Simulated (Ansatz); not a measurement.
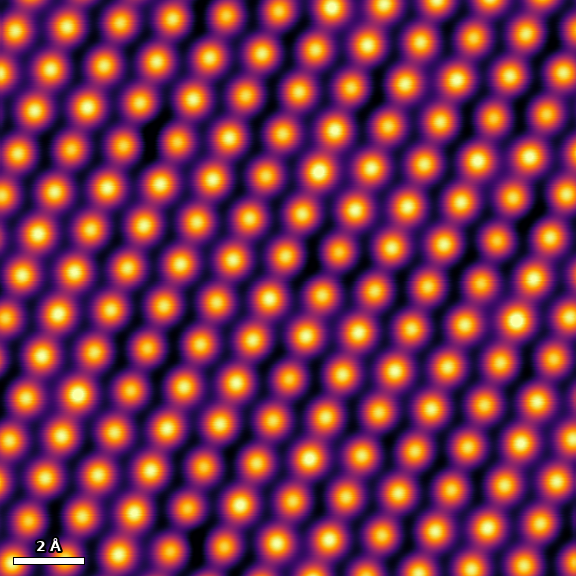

Z-contrast image of Ge (P6/mmm, No. 191). Simulated incoherent Z contrast: every atom adds Z^1.7 spread by a probe of 0.93 Å full width; channelling and multiple scattering are left out. The probe carries 25 % of its weight in a tail 2.5 times as wide. A slight drift and the speckle of an amorphous layer were added. Structure: coordinates from a relaxation with DFT, LDA (PW92), plane waves (420 eV) with PAW, scalar-relativistic in Ansatz 0.2.0; the starting structure was generated, so it need not be a known form of this composition.

```cif
data_structure
_symmetry_space_group_name_H-M 'P6/mmm'
_symmetry_Int_Tables_number 191
_cell_length_a 4.7948
_cell_length_b 4.7948
_cell_length_c 2.7091
_cell_angle_alpha 90.000
_cell_angle_beta 90.000
_cell_angle_gamma 120.000
_cell_volume 53.94
loop_
_atom_site_label
_atom_site_type_symbol
_atom_site_symmetry_multiplicity
_atom_site_Wyckoff_symbol
_atom_site_fract_x
_atom_site_fract_y
_atom_site_fract_z
_atom_site_occupancy
Ge1 Ge 1 a 0.00000 0.00000 0.00000 1
Ge2 Ge 2 d 0.33333 0.66667 0.50000 1
```

### Along which zone axis is the crystal seen: [101], [310], [211] or [201]? (Directions equivalent by symmetry count as one.)

[201]. The projected cells are 2.36 × 4.32 Å, 106° for [101]; 1.57 × 2.71 Å, 90° for [310]; 2.58 × 2.72 Å, 118° for [211]; 1.30 × 1.53 Å, 115° for [201], and the image repeats as the [201] one does.
